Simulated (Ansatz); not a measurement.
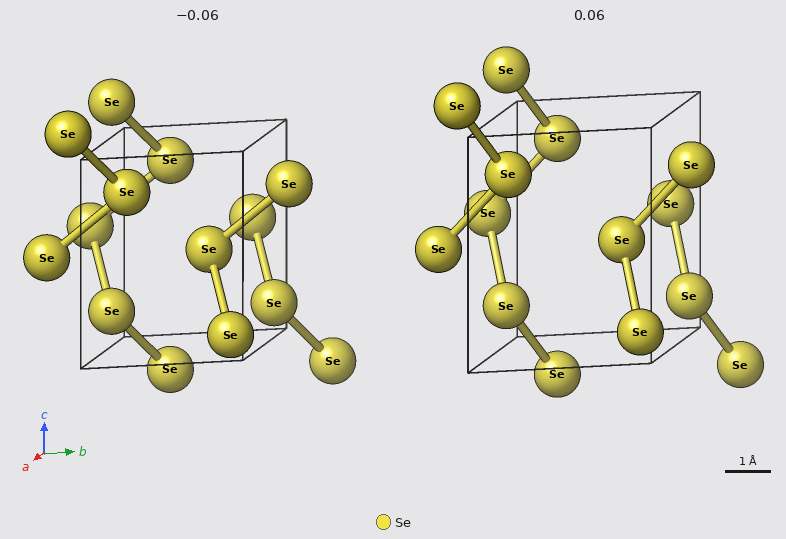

A crystal of Se (set up in P3_221), under equal strain along all axes (cell held, atoms relaxed), with energies (extrapolated to zero smearing) counted from the relaxed crystal, which is the row at zero. The picture shows the first and the last member. The picture is a ball-and-stick view of the cell of the calculation, seen slightly off an axis.

Computed with Ansatz 0.2.0: DFT PBEsol, scalar-relativistic, plane waves, PAW. Settings: plane-wave cutoff 420 eV; k-point mesh 12 × 12 × 8; occupations gaussian; smearing width 0.02 eV; no spin polarisation; atoms relaxed in a fixed cell; force threshold 0.008 eV/Å.

```json
{"strain": "−0.06", "energy (meV/atom)": "115.56", "a (Å)": "3.796", "c (Å)": "4.814"}
{"strain": "−0.04", "energy (meV/atom)": "46.05", "a (Å)": "3.877", "c (Å)": "4.917"}
{"strain": "−0.02", "energy (meV/atom)": "10.28", "a (Å)": "3.958", "c (Å)": "5.019"}
{"strain": "0.0", "energy (meV/atom)": "0.00", "a (Å)": "4.038", "c (Å)": "5.121"}
{"strain": "0.02", "energy (meV/atom)": "?", "a (Å)": "?", "c (Å)": "?"}
{"strain": "0.04", "energy (meV/atom)": "30.56", "a (Å)": "4.200", "c (Å)": "5.326"}
{"strain": "0.06", "energy (meV/atom)": "63.06", "a (Å)": "4.281", "c (Å)": "5.429"}
```

### Estimate the missing row from the others, and compare with the calculation.

A parabola through three neighbouring rows (0.0, 0.04, 0.06) gives, with Lagrange weights, (0.3333)(0.00) + (1.0000)(30.56) + (−0.3333)(63.06) = 9.54 meV/atom. The calculation gives 8.38 meV/atom (a = 4.119 Å, c = 5.224 Å). The estimate is 1.16 meV/atom too high. From the first member to the last: Se–Se 2.860 → 3.488 Å, Se–Se 2.466 → 2.436 Å.

The whole series:

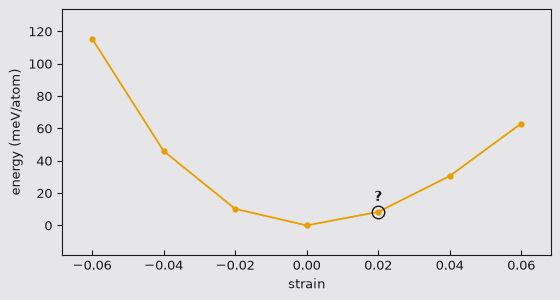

Each member starts from this one structure; whether another phase lies lower wasn't checked.
